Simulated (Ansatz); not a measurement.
## Single-point calculation, with input and output: KTaO3

- system: KTaO3 (5 atoms in the cell)
- method: DFT, r2SCAN, plane waves, PAW, no spin polarisation (Ansatz 0.2.0)

The structure was built on a prototype by a generator; it need not be a known phase. Some settings of this run were made unusual or wrong on purpose. The geometry comes from this level: r2SCAN.

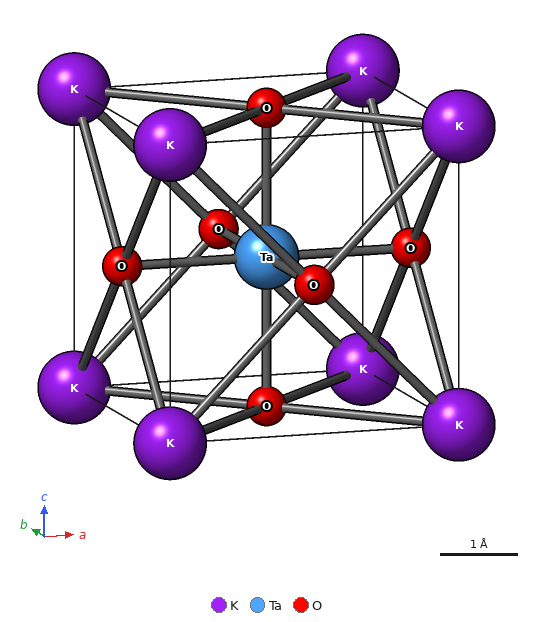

Fig. 1: The structure as given in the input (ball-and-stick view of the cell of the calculation, seen slightly off an axis).

Input:
```yaml
crystal:
  lattice:
    - [3.9901311083, 0.0, 0.0]
    - [0.0, 3.9901311083, 0.0]
    - [0.0, 0.0, 3.9901311083]
  atoms:
    - { symbol: K, position: [0.0, 0.0, 0.0] }
    - { symbol: Ta, position: [0.5, 0.5, 0.5] }
    - { symbol: O, position: [0.5, 0.5, 0.0] }
    - { symbol: O, position: [0.5, 0.0, 0.5] }
    - { symbol: O, position: [0.0, 0.5, 0.5] }
kpoints:
  mp_grid: { grid: [6, 6, 6] }
hamiltonian:
  xc: r2scan
scf:
  occupations: { method: fixed }
output:
  optics:
    e_range: [2, 15]
    de: 40
    sigma: 0.25
    scissors: 1.5
    scheme: fermi_dirac
    bands: scf
```

Launch command:
```bash
ansatz run input.yaml --threads 4 --pin off --max-ram 5529MiB --backend cpu --events-out ev --progress --plain --runs-dir out
```

The program's output:
```
Engine: ansatz 0.2.0, aarch64-unknown-linux-gnu
Pseudopotentials: kind: paw
Pseudopotential: K, paw, valence charge 9, recommended cutoff 500 eV (meta_gga), K.paw.azcp
Pseudopotential: Ta, paw, valence charge 13, recommended cutoff 500 eV (meta_gga), Ta.paw.azcp
Pseudopotential: O, paw, valence charge 6, recommended cutoff 500 eV (meta_gga), O.paw.azcp
Functional definition: r2SCAN
  parameter k0 = 0.174
  parameter k1 = 0.065
  parameter a1 = 4.9479
  exchange = r2scan_x(k0 = k0, k1 = k1, a1 = a1)
  correlation = r2scan_c
Crystal: 5 atoms, lattice volume = 63.527 Å³
Basis set: ecut = 500 eV, 1575 PW (Γ), exchange–correlation on 120×120×120 points (64 copies of the dense FFT grid, shifted against one another)
Bands: 25, of which v1, the nominal top of the filled ones, is band 20 counted from 1 (19 counted from 0)
Symmetry: 48 space group operations
Space group: Pm-3m (ITA 221), of the structure as read, at distance tolerance 4.0e-5 Å
k-points: 20 of 216
Non-local potential: K, projectors of the file, l = 0: 3, l = 1: 2, l = 2: 2
Non-local potential: Ta, projectors of the file, l = 0: 3, l = 1: 2, l = 2: 2, l = 3: 1
Non-local potential: O, projectors of the file, l = 0: 2, l = 1: 2, l = 2: 1
PAW form: soft (Blöchl's): semilocal exchange-correlation on the pseudo side does not see the compensation charge
PAW frozen core: K, regenerated for the run's functional (the file was generated under x = pbe(κ = 0.804, μ = 0.2195149727645171), c = pbe(β = 0.06672455060314922))
PAW frozen core: Ta, regenerated for the run's functional (the file was generated under x = pbe(κ = 0.804, μ = 0.2195149727645171), c = pbe(β = 0.06672455060314922))
PAW frozen core: O, regenerated for the run's functional (the file was generated under x = pbe(κ = 0.804, μ = 0.2195149727645171), c = pbe(β = 0.06672455060314922))
PAW one-centre angular grid: K, 302 points (default); XC on 160 Gauss nodes
PAW one-centre angular grid: Ta, 590 points (default); XC on 160 Gauss nodes
PAW one-centre angular grid: O, 302 points (default); XC on 160 Gauss nodes
Initial density: superposition of atomic densities (neutral atoms: chi_scale 0, normalization atom), corrected by the library's trained network
Initial wavefunctions: pseudopotential atomic-orbital guess
Functional: x = r2scan, c = r2scan; τ floored in thin density (d = 2e-4 eV/Å³)
SCF iter   1: F=—  HF=-13199.317824 eV  |F-HF|=—  |Δ(HF+E_count)|=         —  Δρ=1.01e-2  dr2=7.56e-2  dr2_τ=2.48e-1  ethr=1.77e-3  ⟨swp⟩=4.8  Hψ=2134  notcnv=0  defer=49
preconditioner: auto → Resta (q_TF=auto, 2.526 Å⁻¹)  ε∞=4.2  [insulator: Δε(μ)=2.850 eV  Ē_g=14.157 eV  n_scr=18 (ndim 8)  ℏωp=25.5 eV  f_vac=0.013  ε∞_Penn≈4.2]
SCF iter   2: F=—  HF=-13199.385700 eV  |F-HF|=—  |Δ(HF+E_count)|=   6.79e-2  Δρ=5.16e-3  dr2=6.97e-3  dr2_τ=3.65e-3  ethr=1.89e-4  ⟨swp⟩=2.4  Hψ=1023  notcnv=0  defer=50
SCF iter   3: F=—  HF=-13199.385908 eV  |F-HF|=—  |Δ(HF+E_count)|=   2.08e-4  Δρ=2.10e-3  dr2=1.70e-3  dr2_τ=1.85e-4  ethr=1.74e-5  ⟨swp⟩=2.0  Hψ=527  notcnv=0  defer=53
SCF iter   4: F=—  HF=-13199.385864 eV  |F-HF|=—  |Δ(HF+E_count)|=   4.37e-5  Δρ=2.74e-4  dr2=2.73e-5  dr2_τ=5.24e-6  ethr=4.25e-6  ⟨swp⟩=2.1  Hψ=721  notcnv=0  defer=53
SCF iter   5: F=—  HF=-13199.385878 eV  |F-HF|=—  |Δ(HF+E_count)|=   1.38e-5  Δρ=7.94e-5  dr2=4.92e-6  dr2_τ=2.91e-7  ethr=6.82e-8  ⟨swp⟩=2.0  Hψ=836  notcnv=0  defer=24
SCF iter   6: F=—  HF=-13199.385875 eV  |F-HF|=—  |Δ(HF+E_count)|=   3.24e-6  Δρ=2.03e-5  dr2=2.51e-7  dr2_τ=3.52e-8  ethr=1.23e-8  ⟨swp⟩=2.0  Hψ=752  notcnv=0  defer=20
SCF iter   7: F=—  HF=-13199.385879 eV  |F-HF|=—  |Δ(HF+E_count)|=   4.76e-6  Δρ=7.62e-6  dr2=3.98e-8  dr2_τ=1.24e-9  ethr=6.27e-10  ⟨swp⟩=2.4  Hψ=649  notcnv=0  defer=20
SCF iter   8: F=—  HF=-13199.385879 eV  |F-HF|=—  |Δ(HF+E_count)|=   2.56e-9  Δρ=1.01e-6  dr2=7.70e-10  dr2_τ=1.45e-11  ethr=9.95e-11  ⟨swp⟩=2.1  Hψ=668  notcnv=0  defer=20
SCF iter   9: F=-13199.385879 eV  HF=-13199.385879 eV  |F-HF|=1.82e-12  |Δ(HF+E_count)|=  3.27e-11  Δρ=7.28e-8  dr2=2.99e-12  dr2_τ=4.48e-13  ethr=1.00e-12  ⟨swp⟩=8.0  Hψ=2384  notcnv=0
SCF 1 converged in 9 iterations: F = -13199.385879 eV  dr2 = 2.99e-12
  greatest PAW one-centre occupation: 0.998 electrons in one spin orbital (limit 2), on the Ta atom at site 1 (counted from 0), in its partial waves of l = 0
Optics k sum: 0 of 20 k-points
Optics k sum: 1 of 20 k-points
Optics k sum: 2 of 20 k-points
Optics k sum: 3 of 20 k-points
Optics k sum: 4 of 20 k-points
Optics k sum: 5 of 20 k-points
Optics k sum: 6 of 20 k-points
Optics k sum: 7 of 20 k-points
Optics k sum: 8 of 20 k-points
Optics k sum: 9 of 20 k-points
Optics k sum: 10 of 20 k-points
Optics k sum: 11 of 20 k-points
Optics k sum: 12 of 20 k-points
Optics k sum: 13 of 20 k-points
Optics k sum: 14 of 20 k-points
Optics k sum: 15 of 20 k-points
Optics k sum: 16 of 20 k-points
Optics k sum: 17 of 20 k-points
Optics k sum: 18 of 20 k-points
Optics k sum: 19 of 20 k-points
Optics k sum: 20 of 20 k-points
Optics k sum: 0 of 20 k-points
Optics k sum: 1 of 20 k-points
Optics k sum: 2 of 20 k-points
Optics k sum: 3 of 20 k-points
Optics k sum: 4 of 20 k-points
Optics k sum: 5 of 20 k-points
Optics k sum: 6 of 20 k-points
Optics k sum: 7 of 20 k-points
Optics k sum: 8 of 20 k-points
Optics k sum: 9 of 20 k-points
Optics k sum: 10 of 20 k-points
Optics k sum: 11 of 20 k-points
Optics k sum: 12 of 20 k-points
Optics k sum: 13 of 20 k-points
Optics k sum: 14 of 20 k-points
Optics k sum: 15 of 20 k-points
Optics k sum: 16 of 20 k-points
Optics k sum: 17 of 20 k-points
Optics k sum: 18 of 20 k-points
Optics k sum: 19 of 20 k-points
Optics k sum: 20 of 20 k-points
SCF converged after 9 iterations
Free energy (F): -13199.385879 eV
Harris-Foulkes:  -13199.385879 eV  (|F-HF|=1.82e-12)
Internal energy: -13199.385879 eV  (E = F + TS)
E sigma→0 (E₀):  -13199.385879 eV
Fermi energy:    8.380345 eV
--- Per-component energies (eV) ---
  E_band       = -289.448292
  E_kinetic    = 1149.445185
  E_local      = -2224.245693  (includes V_loc(G=0)·N_el)
  E_nonlocal   = 168.535118
  E_hartree    = 778.754969
  E_xc         = -559.900831
  E_vxc        = -726.489229  (∫ρ·V_xc dr)
  E_paw        = -9690.886804  (= ΣΔE_a)
  E_vpaw       = -256.489621  (= ΣTr[D̂ρ^β])
  E_aug_tail   = 0.003109  (compensation charges beyond the density's cutoff)
  E_vtau       = 42.282884  (kinetic-family band-sum trace: ∫τ·v_τ [+ j·A + Jᵃ·Aᵃ] dr)
  E_ewald      = -2820.042644
  E_core_change = -1.048288  (= ΣΔE_core)
  E_smearing   = -0.000000  (= −TS)
  E_closure    = 0.000000  (closes the sum)
  Σ components = -13199.385879   (vs F -13199.385879, Δ=0.00e0)
--- Band table (eV; the first three rows and the last of 20) ---
  k-point 0: bands = ["-60.9572", "-26.7622", "-26.7622", "-26.7622", "-19.9770", "-10.1370", "-9.4791", "-9.4791", "-2.7630", "-2.7630", "-2.7630", "5.8986", "5.8986", "5.8986", "7.2964", "7.2964", "7.2964", "7.7410", "7.7410", "7.7410", "11.0057", "11.0057", "11.0057", "15.5393", "15.5393"]
  k-point 1: bands = ["-60.9571", "-26.7874", "-26.7613", "-26.7613", "-19.9702", "-10.0681", "-9.4738", "-9.3181", "-2.7530", "-2.7530", "-2.7299", "5.2108", "5.8738", "5.8738", "6.9230", "6.9230", "7.0770", "7.1778", "7.6278", "7.6278", "11.0424", "11.7756", "11.7756", "15.5493", "16.1262"]
  k-point 2: bands = ["-60.9568", "-26.8370", "-26.7595", "-26.7595", "-19.9565", "-10.0311", "-9.4630", "-8.8418", "-2.7330", "-2.7330", "-2.6626", "3.6212", "5.8344", "5.8344", "6.2987", "6.2987", "6.4494", "6.9549", "7.5407", "7.5407", "11.1181", "13.1403", "13.1403", "15.5649", "17.0076"]
  k-point 19: bands = ["-60.9558", "-26.8525", "-26.8525", "-26.8525", "-19.9208", "-8.5254", "-8.5254", "-8.5254", "-3.0164", "-3.0164", "-3.0164", "2.8327", "2.8481", "2.8481", "4.4497", "4.4497", "4.4497", "8.3803", "8.3803", "8.3803", "15.3006", "15.3006", "15.3006", "18.0467", "18.0467"]
```

Outcome:

```csv
quantity,value
outcome,converged
space group (tolerance 0.01 Å),Pm-3m (221)
electrons treated,40
free energy,−13199.3859 eV
Fermi energy,8.380 eV
gap on the k-point mesh,2.63 eV
hardware,"4 threads of Arm Neoverse V1, 24 GiB of memory available, shared host"
wall time,6.5 s (CPU time 25 s)
peak memory,0.6 GiB
```

Some settings of this run were drawn to be unusual or wrong. It converged; results that depend on the unusual settings are not reference values.
